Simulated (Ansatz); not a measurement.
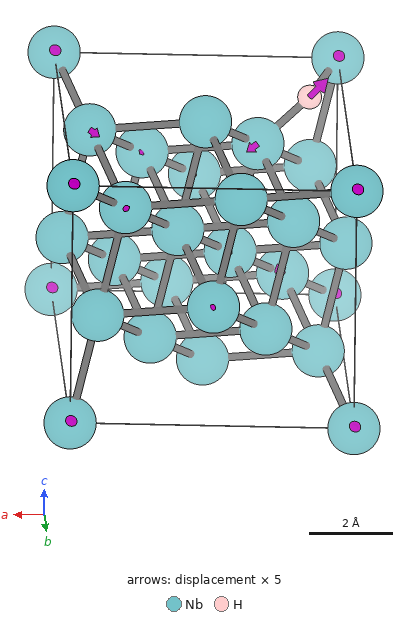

A relaxation of a defect cell of composition Nb₂₀H. The starting structure is drawn; purple arrows show the displacements, magnified 5 times.

The picture is a ball-and-stick view of the cell of the calculation, reduced to other axes, seen from a free direction. Lengths and directions refer to the drawn axes.

Case: H interstitial, charge +0, atoms relaxed.

Theory: Ansatz, DFT PBEsol, scalar-relativistic, plane waves, PAW. Settings: plane-wave cutoff 420 eV; k-point mesh 3 × 3 × 3; occupations gaussian; smearing width 0.1 eV; no spin polarisation; atoms relaxed in a fixed cell; force threshold 0.02 eV/Å; at most 60 steps.

> What did the optimiser do to the structure, and how much energy did it gain?

The energy falls by 0.278 eV per cell of the calculation in 3 accepted moves (4 points after the start). Largest force component: 2.3 eV/Å at the start, 0.018 eV/Å at the end. 1 step only repeated the SCF at the same geometry. The atom that moves furthest is the H atom (0.14 Å roughly along [−3 −2 3]). Largest moves by element: H 0.14 Å, Nb 0.07 Å. The cell doesn't change. Some distances before and after: H–Nb 1.692 → 1.898 Å, Nb–Nb 3.272 → 3.389 Å, Nb–Nb 2.834 → 2.949 Å, Nb–Nb 3.272 → 3.218 Å. Bond angles that change, for instance: Nb–H–Nb 96.9° → 102.2°, Nb–H–Nb 106.2° → 101.4°, Nb–H–Nb 96.8° → 101.4°. Cost: 2.8 min on 4 threads of Arm Neoverse V2 (shared host), peak memory 1.5 GiB.

Limits of the set-up: the periodic images lie only 7.1 Å apart, so the values are limited by the cell's size.
